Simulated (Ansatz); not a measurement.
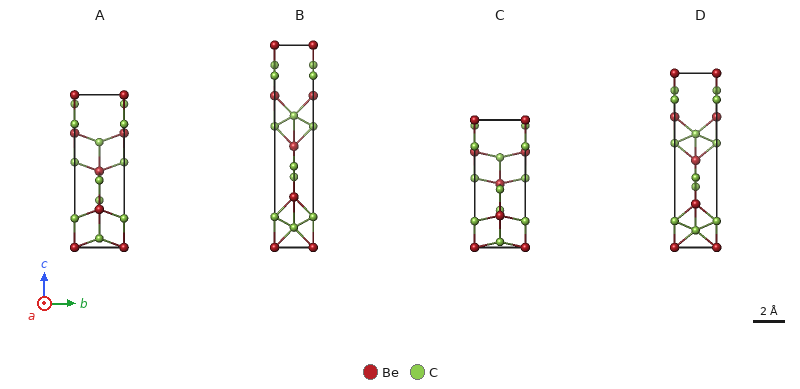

4 geometries from one relaxation of solid BeC2 (built on the anatase_141 type) (coarse preliminary run), in shuffled order. A ball-and-stick model of the conventional cell (2 times the calculation's cell), seen along the a axis. Lengths and directions refer to the drawn axes.

Case: anatase type (I4_1/amd, No. 141).

Theory: DFT PBE, scalar-relativistic, plane waves, PAW in Ansatz 0.2.0. Set-up: plane-wave cutoff 420 eV; k-point mesh 8 × 8 × 8; occupations gaussian; smearing width 0.1 eV; no spin polarisation; cell and atoms relaxed; force threshold 0.04 eV/Å; at most 70 steps.

Order the frames from highest to lowest energy.

Answer. C, A, D, B. They are steps 0, 4, 8, 22, at +1817 meV per atom, +1606 meV per atom, +375 meV per atom relative to the last. The largest moves relative to the cell, 0.74 Å, are those of C atoms. Be stays in place. The volume changes by −8.1 %, with a = b 3.355 → 2.553 Å (−23.9 %), c 8.434 → 13.388 Å (+58.7 %). Near-neighbour distances that change, for instance: C–C 2.170 → 1.458 Å, Be–C 1.743 → 2.025 Å, Be–C 1.717 → 1.838 Å. New bonds form: C–C (2.17 → 1.46 Å). Among the angles between lasting bonds that change: C–Be–C 155.4° → 88.0°, Be–C–Be 155.4° → 88.0°, C–Be–C 102.3° → 136.0°. The space group stays I4_1/amd (No. 141). The energy falls by 1817 meV per atom in 18 accepted moves (22 points after the start). Largest force component: 0.86 eV/Å at the start, 0.011 eV/Å at the end. Pressure: 23.32 GPa at the start and 0.05 GPa at the end. The line search rejected the trial step at point 11 of the run. At 3 points the geometry stayed and the basis and grid were re-selected for the new cell (energy shift of 132 meV per atom at most each time). Cost: 62 s on 1 thread of Intel(R) Xeon(R) 6975P-C (Granite Rapids) (shared host), peak memory 0.36 GiB.
